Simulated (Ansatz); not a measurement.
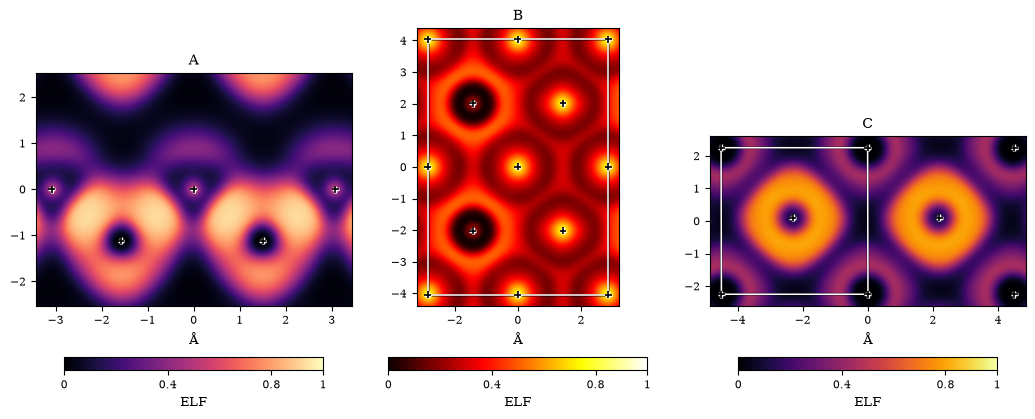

The ELF of 3 systems, each on a plane through atoms (crosses mark nuclei in the plane).

All numbers below come from Kohn-Sham DFT of a periodic cell, PBE, Ansatz PAW in Ansatz 0.2.0.

System 1: SiC, the (11̄0) plane of the conventional cell. Space group P1; changed on purpose from its base cell (atoms moved at random by about 0.05 A); not relaxed (largest force 1.5 eV/Å); computed pressure about 4 GPa in this cell.

```
Si C
1.0
    -2.17900    0.00000   -2.17900
    -2.17900    2.17900    0.00000
     0.00000    2.17900   -2.17900
Si C
1 1
Direct
  0.00428 0.02300 0.99720
  0.73004 0.78305 0.74190
```

System 2: AlNi₃, the (101) plane of the conventional cell. Space group Fm-3m; a structure from a database of computed crystals, not necessarily the ambient phase; computed pressure about −4 GPa in this cell; the program warned that a starting moment wasn't kept; spin-polarised, but the moments vanished.

System 3: PbSe, the (001) plane of the conventional cell. Space group P1; a structure from a database of computed crystals, not necessarily the ambient phase; not relaxed (largest force 0.5 eV/Å).

```yaml
crystal:
  lattice:
    - [0.01051, -4.50147, 0.00000]
    - [-4.50148, 0.00000, 0.00000]
    - [2.24548, 2.25073, -12.23617]
  atoms:
    - { symbol: Pb, position: [0.19270, 0.19316, 0.38156] }
    - { symbol: Pb, position: [0.80019, 0.81455, 0.61762] }
    - { symbol: Se, position: [0.67685, 0.71267, 0.37681] }
    - { symbol: Se, position: [0.30010, 0.31573, 0.62204] }
```

Match each panel to its system.

Panel A is system 1, SiC: the plane holds Si and C. Si–C (1.88 Å): the ELF peaks at about 0.95 between the atoms (a covalent bond). Panel B is system 2, AlNi₃: the plane holds Ni and Al. Ni–Ni (2.47 Å): the ELF is about 0.25 at the midpoint: no localised pair shows between them. Panel C is system 3, PbSe: the plane holds Pb and Se. Pb–Se (3.07 Å): the ELF is about 0.30 at the midpoint.
